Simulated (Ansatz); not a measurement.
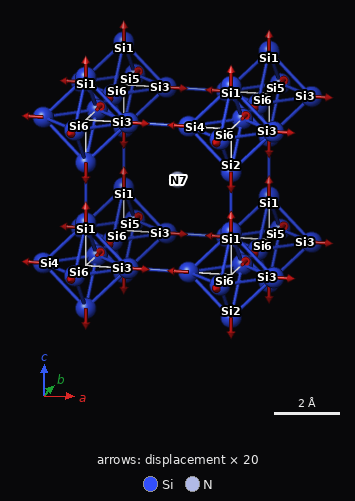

A relaxation of a crystal of Si₆N (a generated structure, set up in Pm-3m) (coarse preliminary run). The starting structure is drawn; red arrows show the displacements (the part carried along by the change of the cell is left out), 20 times their true length.

The picture is a ball-and-stick view of the cell of the calculation, seen slightly off an axis.

The calculation used Ansatz, DFT PBE, scalar-relativistic, plane waves, PAW. Settings: plane-wave cutoff 420 eV; k-point mesh 4 × 4 × 4; occupations gaussian; smearing width 0.1 eV; collinear spin; cell and atoms relaxed; force threshold 0.04 eV/Å; at most 70 steps.

Q: Which element moves most?

A: Silicon: up to 0.035 Å, against 0.000 Å for nitrogen.

Q: What did the optimiser do to the structure, and how much energy did it gain?

A: The largest moves relative to the cell, 0.035 Å, are those of Si1, Si2, Si3, Si4, Si5 and Si6. Si1 goes along +c. N stays in place. Cell: a = b = c 4.682 → 5.838 Å (+24.7 %). Volume +93.9 %. Near-neighbour distances that change, for instance: Si1–Si2 2.744 → 3.492 Å, Si1–Si3 1.940 → 2.469 Å, Si1–Si2 (another image) 1.938 → 2.346 Å. The space group stays Pm-3m (No. 221). Over 8 accepted moves (10 points after the start) the energy falls by 2703 meV per atom. The largest force component goes from 12 to 0.0065 eV/Å. The pressure goes from 109.15 to 0.01 GPa. The SCF was repeated twice at an unchanged geometry on a basis and grid sized afresh for the cell, which shifted the energy by 86.0 meV per atom at most. The run took 2.5 min on 1 thread of Intel(R) Xeon(R) Processor @ 2.50GHz (Skylake/Cascade Lake) (shared host), peak memory 0.49 GiB.
